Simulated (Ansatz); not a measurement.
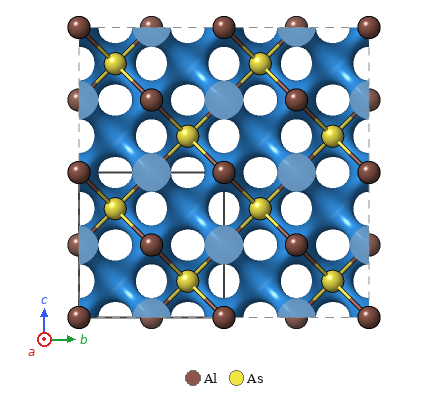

Crystal voids of AlAs (F-43m, No. 216): the blue surface encloses the regions where the procrystal electron density, the sum of the densities of spherically averaged neutral Hartree-Fock atoms, is below 0.01 e/bohr³ (2×2×2 cells, view along the a axis). No self-consistent density enters. Pale faces close the region where the drawn box cuts it. The usual level for crystal voids is 0.002 e/bohr³; this crystal has almost no region below it, so a higher level is used, which marks the interstitial space of lowest density.

Origin of the cell: coordinates from a relaxation with DFT LDA, scalar-relativistic, plane waves, PAW in Ansatz.

```cif
data_structure
_symmetry_space_group_name_H-M 'P 1'
_symmetry_Int_Tables_number 1
_cell_length_a 5.6291
_cell_length_b 5.6291
_cell_length_c 5.6291
_cell_angle_alpha 90.000
_cell_angle_beta 90.000
_cell_angle_gamma 90.000
_cell_volume 178.37
loop_
_atom_site_label
_atom_site_type_symbol
_atom_site_fract_x
_atom_site_fract_y
_atom_site_fract_z
_atom_site_occupancy
Al1 Al 0.00000 0.00000 0.00000 1
As1 As 0.25000 0.25000 0.25000 1
Al2 Al 0.00000 0.50000 0.50000 1
As2 As 0.25000 0.75000 0.75000 1
Al3 Al 0.50000 0.00000 0.50000 1
As3 As 0.75000 0.25000 0.75000 1
Al4 Al 0.50000 0.50000 0.00000 1
As4 As 0.75000 0.75000 0.25000 1
```

### What share of the cell is void by this measure?

The voids take about 13 % of the cell (24 Å³ of 178.4 Å³) and are bounded by about 85 Å² of surface per cell.

### What shape does the empty space take in three dimensions?

Where they connect, they form a three-dimensional network.

### How low does the density fall, and where?

To about 0.0065 e/bohr³ near 0.25, 0.25, 0.75 (fractional), 2.4 Å from the nearest nucleus.

### At what density do the voids first join through the crystal?

At about 0.0085 e/bohr³, as a three-dimensional network.
